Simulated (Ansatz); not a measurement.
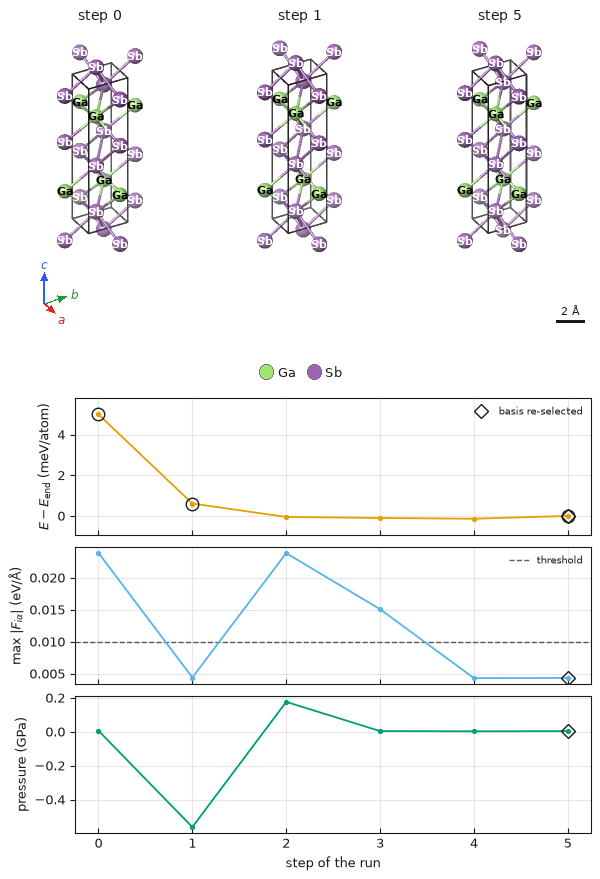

Frames of a relaxation of crystalline GaSb2 (built on the 2H molybdenite_194 type), marked on the history of the run. A ball-and-stick model of the cell of the calculation, seen slightly off an axis.

Case: the structure that the rattled 2H molybdenite type (P6_3/mmc, No. 194) fell into.

Computed with Ansatz, DFT PBE, scalar-relativistic, plane waves, PAW. Set-up: plane-wave cutoff 420 eV; k-point mesh 12 × 12 × 4; occupations gaussian; smearing width 0.1 eV; no spin polarisation; cell and atoms relaxed; force threshold 0.01 eV/Å; at most 80 steps.

> Describe the path.

After 4 accepted moves (5 points after the start) the energy has fallen by 5.0 meV per atom. The largest force component goes from 0.024 to 0.0043 eV/Å. The pressure goes from 0.01 to 0.00 GPa. The SCF was repeated once at an unchanged geometry on a basis and grid sized afresh for the cell, which shifted the energy by 0.1 meV per atom at most. The largest moves relative to the cell, 0.020 Å, are those of Sb atoms. Ga stays in place. The volume changes by −2.1 %, with a = b 4.159 → 4.070 Å (−2.1 %), c 10.997 → 11.235 Å (+2.2 %). Near-neighbour distances that change, for instance: Ga–Sb 2.976 → 2.946 Å, Sb–Sb 3.114 → 3.128 Å. Bond angles that change, for instance: Ga–Sb–Sb 75.8° → 78.4°, Sb–Sb–Sb 83.8° → 81.2°. The space group stays P6_3/mmc (No. 194). From step 0 to 1: volume −0.7 %, energy −4.4 meV per atom. From step 1 to 5: volume −1.4 %, energy −0.6 meV per atom.

| step | E − E(0), meV/atom | largest force component, eV/Å | pressure, GPa | volume, Å³/atom | note |
| --- | --- | --- | --- | --- | --- |
| 0 | 0.00 | 0.0239 | 0.01 | 27.451 |  |
| 1 | -4.39 | 0.0044 | -0.56 | 27.258 |  |
| 2 | -5.05 | 0.0238 | 0.18 | 26.784 |  |
| 3 | -5.10 | 0.0151 | 0.00 | 26.899 |  |
| 4 | -5.14 | 0.0043 | 0.00 | 26.867 |  |
| 5 | -5.00 | 0.0043 | 0.00 | 26.867 | same geometry, new basis |
